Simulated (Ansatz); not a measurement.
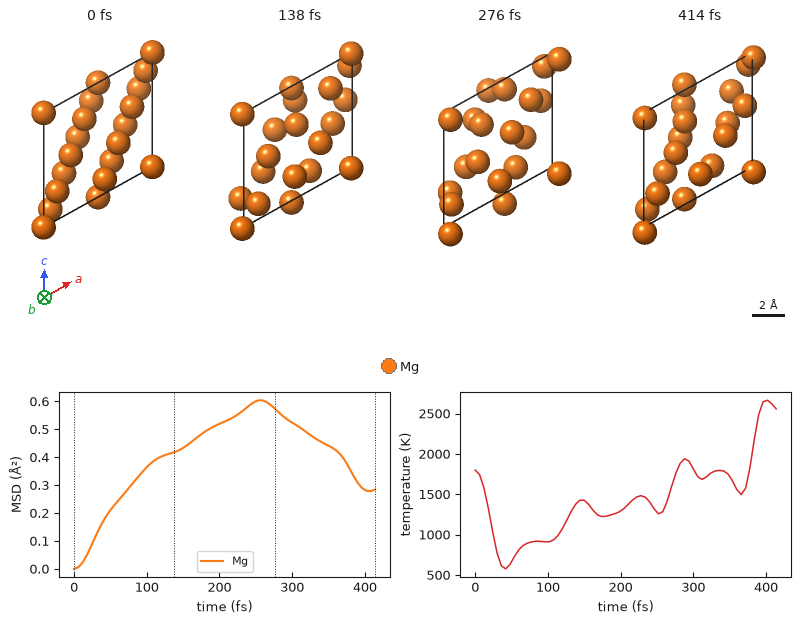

Molecular dynamics of a 16-atom cell of Mg (set up in I4/mmm), 414 fs long. Frames and the history of the run. A spheres-only model of the reduced simulation cell, seen along the b axis. Lengths and directions refer to the drawn axes.

Theory: DFT PBEsol, scalar-relativistic, plane waves, PAW (Ansatz). Run with plane-wave cutoff 420 eV; k-point mesh 2 × 2 × 2; Fermi-Dirac smearing 0.155 eV; volume 1.06 times that of the relaxed crystal; Nosé-Hoover thermostat (NVT); set temperature 1800 K; time step 6 fs.

> What do the frames and curves show?

Root-mean-square distances from the starting positions over the second half, with the common drift of all atoms taken out: Mg 0.69 Å. Against the typical shortest distance between atoms in the first frame, about 3.2 Å these are large excursions, but over 414 fs one can't yet tell strong vibration from the start of diffusion. Over the second half the temperature averages 1774 K (spread ±393 K). The potential energy in the second half lies on average 206 meV per atom above the first frame. The mean pressure there is 2.6 GPa. The time step of 6 fs is long for the fastest vibrations here (lightest element magnesium).

Limits of the set-up: the k-point mesh is coarse for a cell with partly filled bands.
